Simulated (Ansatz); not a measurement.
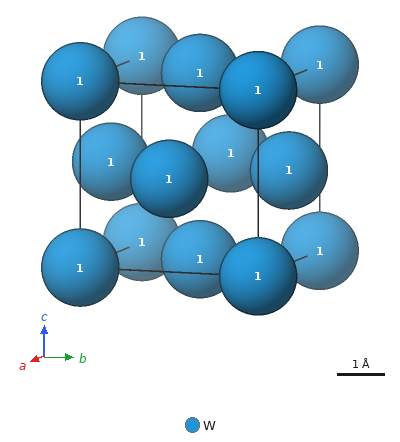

**Figure 1.** The structure (spheres-only view of the cell 4 times as large as that of the calculation, set on its symmetry axes, seen slightly off an axis; atoms are numbered from 1 in the order of the input).

**Run report: W, band-structure calculation**

The run: band-structure calculation of W (1 atom in the cell). Method and program: DFT, PBE, all-electron LAPW, scalar-relativistic, no spin polarisation (Ansatz 0.2.0).

The structure derives from an entry of the Crystallography Open Database. Its volume is 0.96 times that of the source entry. It belongs to a series of runs on one base structure; here: volume scaled by 0.96. Figures and captions count atoms from 1; the log counts them from 0 in places.

**Input file**
```yaml
crystal:
  lattice:
    - [0.0, 2.0025642044, 2.0025642044]
    - [2.0025642044, 0.0, 2.0025642044]
    - [2.0025642044, 2.0025642044, 0.0]
  atoms:
    - { symbol: W, position: [0.0, 0.0, 0.0] }
kpoints:
  mp_grid: { grid: [14, 14, 14] }
  band_path:
    path:
      - [0.0, 0.0, 0.0]
      - [0.5, 0.0, 0.5]
      - [0.625, 0.25, 0.625]
      - [0.375, 0.375, 0.75]
      - [0.0, 0.0, 0.0]
      - [0.5, 0.5, 0.5]
      - [0.5, 0.25, 0.75]
      - [0.5, 0.0, 0.5]
    npoints: 5
scf:
  occupations: { method: fermi_dirac, width: 0.05 }
hamiltonian:
  xc: pbe
  pseudopotentials: { kind: all_electron, lapw: { basis_error: 0.00025 } }
output:
  forces: true
  stress: true
  eigenvalues: true
```

Hardware: 1 thread of Arm Neoverse V1, 112 GiB of memory available, shared host.

Run as:
```bash
ansatz run input.yaml --threads 1 --pin off --max-ram 3072MiB --backend cpu --events-out ev --progress --plain --runs-dir out
```

**What the program printed**
```
LAPW: plane waves up to 8.954 Å⁻¹, error target 2.5e-4 eV per atom; small_component_spin mean_spin; W in spheres of 1.416 Å, 44 of its electrons in bands, Dirac shells [] (how accurate: hamiltonian.pseudopotentials.lapw.basis_error, Limitations)
Engine: ansatz 0.2.0, aarch64-unknown-linux-gnu
Pseudopotentials: kind: all_electron
Pseudopotential: W, LAPW, valence charge 44, lapw/all_electron/scalar/gaussian/W, Koelling and Harmon's equation, gaussian nucleus
Functional definition: PBE
  parameter kappa = 0.804
  parameter beta = 0.06672455060314922
  exchange = pbe_x(kappa = kappa, mu = beta*pi^2/3)
  correlation = pbe_c(beta = beta)
Crystal: 1 atoms, lattice volume = 16.062 Å³
Basis set: ecut = 305.4319839951454 eV, 181 PW (Γ), exchange–correlation at level 2
Bands: 27, of which v1, the nominal top of the filled ones, is band 22 counted from 1 (21 counted from 0)
Symmetry: 48 space group operations
Space group: Fm-3m (ITA 225), of the structure as read, at distance tolerance 2.5e-5 Å
k-points: 104 of 2744
Non-local potential: W, projectors of the file, none
Initial density: superposition of atomic densities (chi_scale 0.1, normalization cell)
Initial wavefunctions: plane waves of lowest kinetic energy (no species holds an atomic orbital)
Functional: x = pbe(κ = 0.804, μ = 0.2195149727645171), c = pbe(β = 0.06672455060314922)
iter 1 solved again at ethr=1.79e-4 eV; its pass at ethr=1.00e-1 eV (dr2=7.88e-2 eV) is discarded
SCF iter   1: F=—  HF=-439201.918076 eV  |F-HF|=—  |Δ(HF+E_count)|=         —  Δρ=3.10e-2  dr2=7.93e-2  ethr=1.79e-4  ⟨swp⟩=3.0  Hψ=17309  notcnv=0
preconditioner: auto → Kerker (q_TF=auto, 3.227 Å⁻¹)  [metal: Δε(μ)=0.027 eV  Ē_g=31.334 eV  σ=0.050 eV  W_gap=0.14  n_scr=14 (ndim 8)  ℏωp=47.2 eV  f_vac=0.000  D(μ)=1.22/eV (n_scr^D=14)]
SCF iter   2: F=—  HF=-439201.750095 eV  |F-HF|=—  |Δ(HF+E_count)|=   1.68e-1  Δρ=1.59e-2  dr2=2.52e-2  ethr=1.79e-4  ⟨swp⟩=2.0  Hψ=8737  notcnv=0
SCF iter   3: F=—  HF=-439201.737380 eV  |F-HF|=—  |Δ(HF+E_count)|=   1.27e-2  Δρ=1.02e-2  dr2=1.17e-2  ethr=5.72e-5  ⟨swp⟩=2.0  Hψ=8136  notcnv=0
SCF iter   4: F=—  HF=-439201.733804 eV  |F-HF|=—  |Δ(HF+E_count)|=         —  Δρ=5.79e-3  dr2=4.32e-3  ethr=2.66e-5  ⟨swp⟩=2.0  Hψ=8043  notcnv=0
the basis was enlarged: its passes take 1.4 MiB over the memory plan, 1 of 1 planned eigensolver slots
iter 5 solved again at ethr=7.89e-7 eV; its pass at ethr=9.81e-6 eV (dr2=3.47e-4 eV) is discarded
SCF iter   5: F=—  HF=-439201.733898 eV  |F-HF|=—  |Δ(HF+E_count)|=   9.35e-5  Δρ=1.49e-3  dr2=3.46e-4  ethr=7.89e-7  ⟨swp⟩=2.0  Hψ=13947  notcnv=0
SCF iter   6: F=—  HF=-439201.733934 eV  |F-HF|=—  |Δ(HF+E_count)|=   3.60e-5  Δρ=3.56e-4  dr2=1.72e-5  ethr=7.87e-7  ⟨swp⟩=2.0  Hψ=8243  notcnv=0
SCF iter   7: F=—  HF=-439201.733934 eV  |F-HF|=—  |Δ(HF+E_count)|=   2.33e-7  Δρ=1.01e-4  dr2=1.68e-6  ethr=3.91e-8  ⟨swp⟩=2.0  Hψ=8243  notcnv=0
SCF iter   8: F=-439201.733933 eV  HF=-439201.733933 eV  |F-HF|=1.79e-8  |Δ(HF+E_count)|=   2.27e-7  Δρ=2.46e-5  dr2=8.69e-8  ethr=3.82e-9  ⟨swp⟩=2.0  Hψ=8243  notcnv=0
SCF 1 converged in 8 iterations: F = -439201.733933 eV  dr2 = 8.69e-8
```

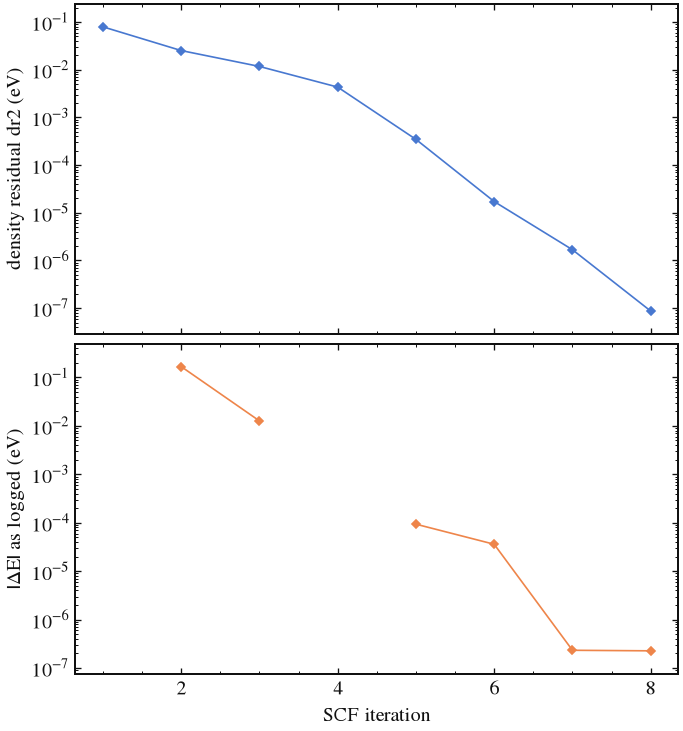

**Figure 2.** Convergence of the self-consistent field: density residual dr2 and size of the energy change against the SCF iteration. The residual falls at every step.

```
NSCF: frozen V_eff on 36 k-points
SCF converged after 8 iterations
Free energy (F): -439201.733933 eV
Harris-Foulkes:  -439201.733933 eV  (|F-HF|=1.79e-8)
Internal energy: -439201.723873 eV  (E = F + TS)
E sigma→0 (E₀):  -439201.728903 eV
Entropy (-TS):   -0.010061 eV (-10.061 meV/atom)
Fermi energy:    28.244486 eV
--- Per-component energies (eV) ---
  E_band       = -4364.575062
  E_kinetic    = 491885.545719
  E_xc         = -8833.377536
  E_electrostatic = -922253.892056  (all electrons and nuclei)
  E_smearing   = -0.010061  (= −TS)
  E_closure    = 0.000000  (closes the sum)
  E_atoms      = -439190.788623  (free atoms, spherical and without spin; not in F)
  Σ components = -439201.733933   (vs F -439201.733933, Δ=0.00e0)
  Basis errors (estimates in eV, not in F): energy 5.4e-5 per atom: plane waves 4.5e-5 (2.2e-5 summed), levels above the bands 2.6e-118, relativity 1.6e-8, radial functions 9.8e-6, core shells 8.2e-9; eigenvalues (radial functions only) 1.2e-6; not estimated: angular momenta, meshes, grids; target (lapw.basis_error) 2.5e-4; muffin-tin radii W 1.416 Å
--- Forces (eV/Å), atoms counted from 1 ---
  atom   1  W     -0.00000000     0.00000000    -0.00000000
  max |Σ_I F_I| component: 3.02e-30 eV/Å
--- Stress (GPa, compression-positive) ---
        7.168659       0.000000       0.000000
        0.000000       7.168659      -0.000000
        0.000000      -0.000000       7.168659
  P = ⅓ Tr σ = 7.1687 GPa (71.687 kbar)
--- Band table (eV; the first three rows and the last of 104) ---
  k-point 0: bands = ["-389.2168", "-389.2168", "-389.2168", "-204.2876", "-204.2876", "-204.2649", "-204.2649", "-204.2649", "-45.2914", "-8.9341", "-8.9341", "-8.9341", "0.5337", "0.5337", "0.5337", "0.5457", "0.5867", "0.5867", "0.5867", "19.1718", "27.6765", "27.6765", "27.6765", "30.9032", "30.9032", "41.0644", "46.3616"]
  k-point 1: bands = ["-389.2168", "-389.2168", "-389.2168", "-204.2876", "-204.2876", "-204.2649", "-204.2649", "-204.2649", "-45.2856", "-8.9998", "-8.9424", "-8.9424", "0.5333", "0.5348", "0.5348", "0.5473", "0.5845", "0.5845", "0.5868", "19.4015", "27.5007", "27.7837", "27.7837", "30.8050", "30.8050", "41.5205", "45.4048"]
  k-point 2: bands = ["-389.2168", "-389.2168", "-389.2168", "-204.2876", "-204.2876", "-204.2649", "-204.2649", "-204.2649", "-45.2694", "-9.1810", "-8.9657", "-8.9657", "0.5322", "0.5379", "0.5379", "0.5520", "0.5787", "0.5787", "0.5870", "20.0472", "27.0923", "28.0305", "28.0305", "30.6359", "30.6359", "42.5588", "44.0142"]
  k-point 103: bands = ["-389.2168", "-389.2168", "-389.2168", "-204.2876", "-204.2876", "-204.2649", "-204.2649", "-204.2648", "-45.1347", "-9.8237", "-9.6658", "-9.3982", "0.5454", "0.5493", "0.5516", "0.5525", "0.5537", "0.5540", "0.5886", "24.2969", "25.5541", "26.9485", "29.8001", "34.2321", "38.6550", "38.7791", "39.6530"]
```

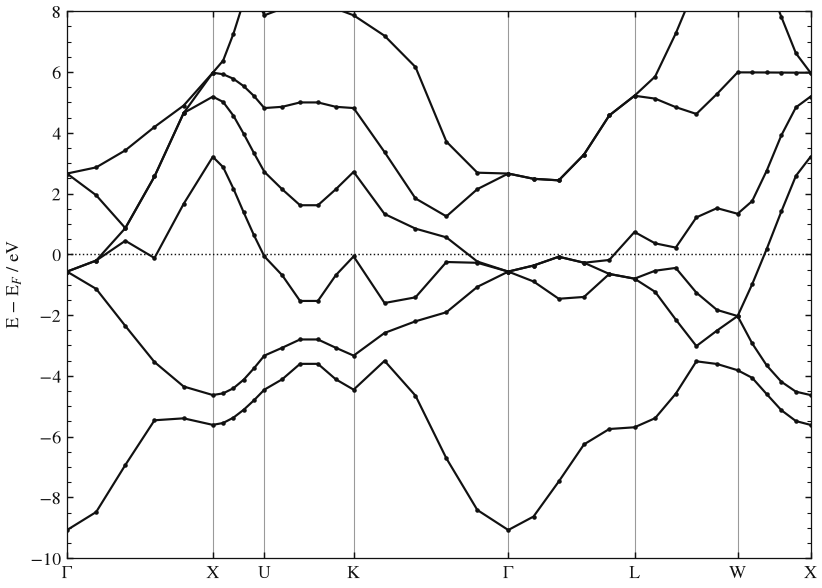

**Figure 3.** Band structure along Γ–X–U–K–Γ–L–W–X, with energies from the Fermi level. Bands cross the Fermi level: a metal at this level of theory.

**Summary**

```tsv
quantity	value
outcome	converged
space group (tolerance 0.01 Å)	Fm-3m (225)
electrons in bands (core shells apart)	44
free energy	−439201.7339 eV
Fermi energy	28.244 eV
pressure	7.17 GPa
electronic character	metal
largest force (length of the vector)	under 0.001 eV/Å
wall time	23 s
peak memory	0.37 GiB
```

Spin–orbit coupling is left out, which matters for W. The cell is under a pressure of 7.2 GPa at this level, so it is not at its equilibrium volume.
